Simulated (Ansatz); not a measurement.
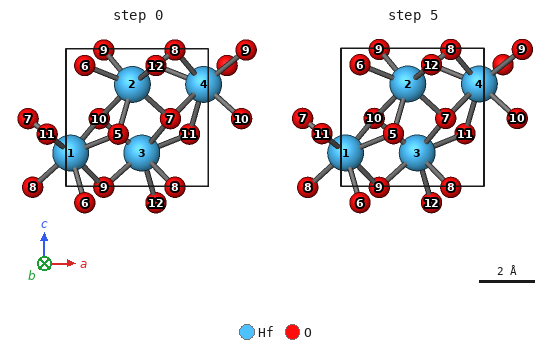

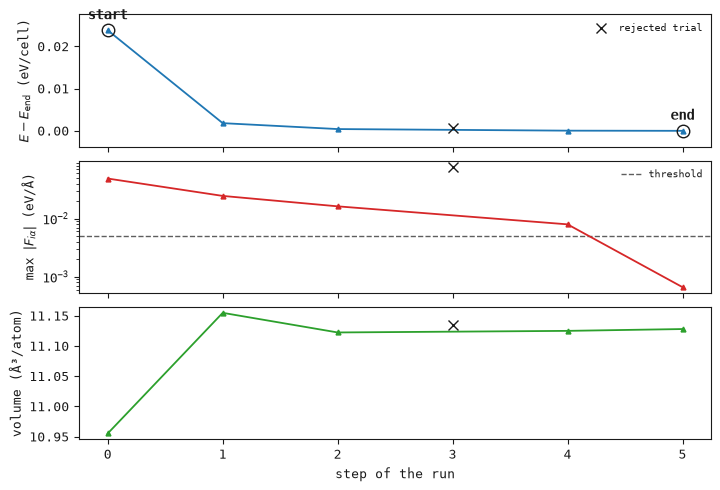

First and last geometry of a relaxation of solid HfO$_{2}$ (set up in Pca2_1), with the history of the run. Style: ball-and-stick. Shown: the cell of the calculation, along the b axis.

Level of theory: DFT r2SCAN, scalar-relativistic, plane waves, PAW in Ansatz.

Input
```yaml
crystal:
  lattice:
    - [5.21946336, 0.0, 0.0]
    - [0.0, 5.00476369, 0.0]
    - [0.0, 0.0, 5.03268505]
  atoms:
    - { symbol: Hf, position: [0.033006, 0.26747918, 0.24144035] }
    - { symbol: Hf, position: [0.466994, 0.26747918, 0.74144035] }
    - { symbol: Hf, position: [0.533006, 0.73252082, 0.24144035] }
    - { symbol: Hf, position: [0.966994, 0.73252082, 0.74144035] }
    - { symbol: O, position: [0.36787255, 0.0713546, 0.37926726] }
    - { symbol: O, position: [0.13212745, 0.0713546, 0.87926726] }
    - { symbol: O, position: [0.73394852, 0.46011695, 0.49229239] }
    - { symbol: O, position: [0.76605148, 0.46011695, 0.99229239] }
    - { symbol: O, position: [0.26605148, 0.53988305, 0.99229239] }
    - { symbol: O, position: [0.23394852, 0.53988305, 0.49229239] }
    - { symbol: O, position: [0.86787255, 0.9286454, 0.37926726] }
    - { symbol: O, position: [0.63212745, 0.9286454, 0.87926726] }
basis:
  ecutwfc: 500
kpoints:
  mp_grid: { grid: [6, 6, 6] }
hamiltonian:
  xc: r2scan
scf:
  occupations: { method: gaussian, width: 0.02 }
output:
  forces: true
  stress: true
  eigenvalues: true
relax:
  adjacent_minimum: "off"
  f_tol: 0.005
  max_steps: 80
  cell: { stress_tol: 0.05 }
```

Launched with:
```bash
ansatz run input.yaml --threads 2 --pin off --max-ram 5120MiB --backend cpu --events-out ev --progress --plain --runs-dir out
```

Read the history and describe the run.

The run was cut off at its time limit before the program reported convergence, but its last step already meets the force threshold: the largest component is 0.00066 eV/Å against 0.005 eV/Å. The pressure is within 0.01 GPa of its target. The largest moves relative to the cell, 0.012 Å, are those of O7, O8, O9 and O10. O10 goes along [−2 −1 −1]. By element the largest moves are O 0.012 Å, Hf 0.004 Å. The volume changes by +1.6 %, with a 5.219 → 5.247 Å (+0.5 %), b 5.005 → 5.031 Å (+0.5 %), c 5.033 → 5.059 Å (+0.5 %). Near-neighbour distances that change, for instance: Hf1–Hf2 3.386 → 3.407 Å, Hf1–Hf3 3.497 → 3.518 Å, Hf1–Hf4 3.445 → 3.466 Å, Hf1–O9 2.216 → 2.235 Å. The space group stays Pca2_1 (No. 29). The energy falls by 23.8 meV per cell of the calculation in 4 accepted moves (5 points after the start). The largest force component goes from 0.049 to 0.00066 eV/Å. The pressure goes from 3.98 to 0.00 GPa. The line search rejected the trial step at point 3 of the run. The run took 9.1 min on 2 threads of Arm Neoverse V2, on a shared host, peak memory 1.2 GiB.
